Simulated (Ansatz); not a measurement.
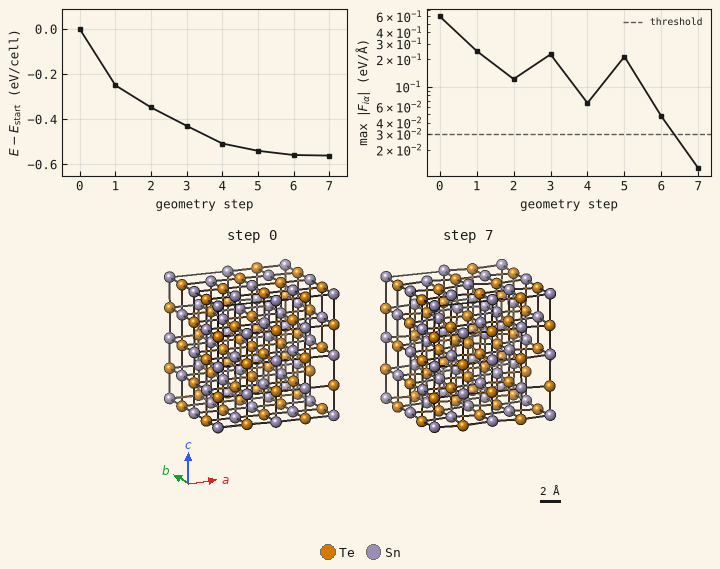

First and last geometry of a relaxation of a defect cell of composition Te32Sn32, with the history of the run. A ball-and-stick model of the cell of the calculation (origin shifted), seen slightly off an axis.

All numbers below come from DFT, PBEsol, PAW, plane waves (Ansatz 0.2.0). Set-up: plane-wave cutoff 420 eV; k-point mesh 1 × 1 × 1; mesh shifted by (0.25, 0.25, 0.25); collinear spin; atoms relaxed in a fixed cell; force threshold 0.03 eV/Å; at most 80 steps.

### Did the run converge, and what did it change?

It converged. After 7 geometry steps the energy has fallen by 0.561 eV per cell of the calculation. The largest force component goes from 0.6 to 0.013 eV/Å. The largest move is that of a Te atom, 0.37 Å along [1 2 2]. Largest moves by element: Te 0.37 Å, Sn 0.22 Å. The cell stays as it was. Some distances before and after: Sn–Te 3.106 → 3.406 Å, Te–Te 3.105 → 3.397 Å, Sn–Te 3.153 → 3.404 Å, Sn–Sn 3.155 → 2.929 Å. Bond angles that change, for instance: Te–Te–Te 179.7° → 166.0°, Te–Te–Te 89.8° → 101.4°, Te–Te–Te 179.4° → 168.0°. The program noted that the starting moments weren't kept. Cost: 14 s on 1 × NVIDIA GB200 with 8 threads of Arm Neoverse-V2, peak memory 2.4 GiB.

| step | E − E(0), meV/atom | largest force component, eV/Å |
| --- | --- | --- |
| 0 | 0.00 | 0.6008 |
| 1 | -3.90 | 0.2487 |
| 2 | -5.43 | 0.1214 |
| 3 | -6.71 | 0.2279 |
| 4 | -7.93 | 0.0659 |
| 5 | -8.44 | 0.2152 |
| 6 | -8.73 | 0.0470 |
| 7 | -8.77 | 0.0125 |
